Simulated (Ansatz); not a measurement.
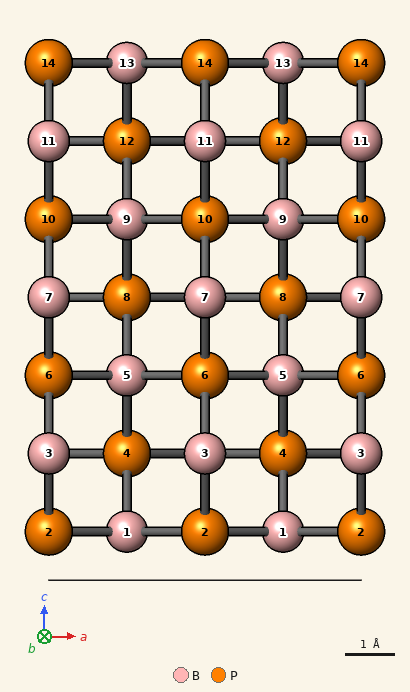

This is a (1 1 0) slab of BP as cut from the relaxed bulk. A ball-and-stick model of the 2 × 1 repeat of the cell, outlined in the plane, without the vacuum, seen along the b axis.

The calculation used DFT PBE, scalar-relativistic, plane waves, PAW (Ansatz 0.2.0). (plane-wave cutoff 420 eV; occupations gaussian; no spin polarisation) The k-mesh is chosen for each cell (10×10×10, 8×6×1). Smearing widths differ between the runs.

Change: The atoms of the slab are relaxed at the bulk's in-plane cell.

Input file:
```yaml
crystal:
  lattice:
    - [3.2161364111, 0.0, 0.0]
    - [0.0, 4.548303731, 0.0]
    - [0.0, 0.0, 24.6484092332]
  atoms:
    - { symbol: B, position: [0.5, 0.5, 0.3042792713] }
    - { symbol: P, position: [0.0, 0.25, 0.3042792713] }
    - { symbol: B, position: [0.0, 0.0, 0.3695195142] }
    - { symbol: P, position: [0.5, 0.75, 0.3695195142] }
    - { symbol: B, position: [0.5, 0.5, 0.4347597571] }
    - { symbol: P, position: [0.0, 0.25, 0.4347597571] }
    - { symbol: B, position: [0.0, 0.0, 0.5] }
    - { symbol: P, position: [0.5, 0.75, 0.5] }
    - { symbol: B, position: [0.5, 0.5, 0.5652402429] }
    - { symbol: P, position: [0.0, 0.25, 0.5652402429] }
    - { symbol: B, position: [0.0, 0.0, 0.6304804858] }
    - { symbol: P, position: [0.5, 0.75, 0.6304804858] }
    - { symbol: B, position: [0.5, 0.5, 0.6957207287] }
    - { symbol: P, position: [0.0, 0.25, 0.6957207287] }
basis:
  ecutwfc: 420
kpoints:
  mp_grid: { grid: [8, 6, 1] }
hamiltonian:
  xc: pbe
scf:
  occupations: { method: gaussian, width: 0.05 }
output:
  forces: true
  eigenvalues: true
  write_density: true
  write_potential: true
  elf: true
  volumetric_format: npy
relax:
  adjacent_minimum: "off"
  f_tol: 0.02
  max_steps: 60
efield:
  axis: 3
  dipole_correction: true
  ramp_width: 0.04
```

Command:
```bash
ansatz run input.yaml --threads 1 --pin off --max-ram 2560MiB --backend cpu --events-out ev --progress --plain --runs-dir out
```

What is the effect?

Answer. The surface energy (mean of the two faces) falls from 2.81 to 1.96 J/m². The top spacing, between the BP and BP planes, goes from 1.61 to 1.49 Å (−7.1 %), the bottom one (BP to BP) from 1.61 to 1.49 Å (−7.1 %). The top plane rumples by 0.48 Å. The cell stays as it was. The largest moves relative to the layer's centre, 0.41 Å, are those of B1 and B13. B1 goes at 32° to the normal (+c side). Largest moves by element: B 0.41 Å, P 0.14 Å. Near-neighbour distances before and after: B–P 1.969 → 1.897 to 2.040 Å.

Drawn alike, the variant:

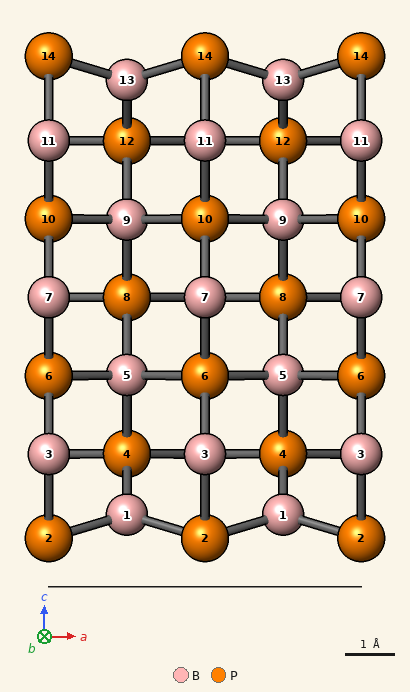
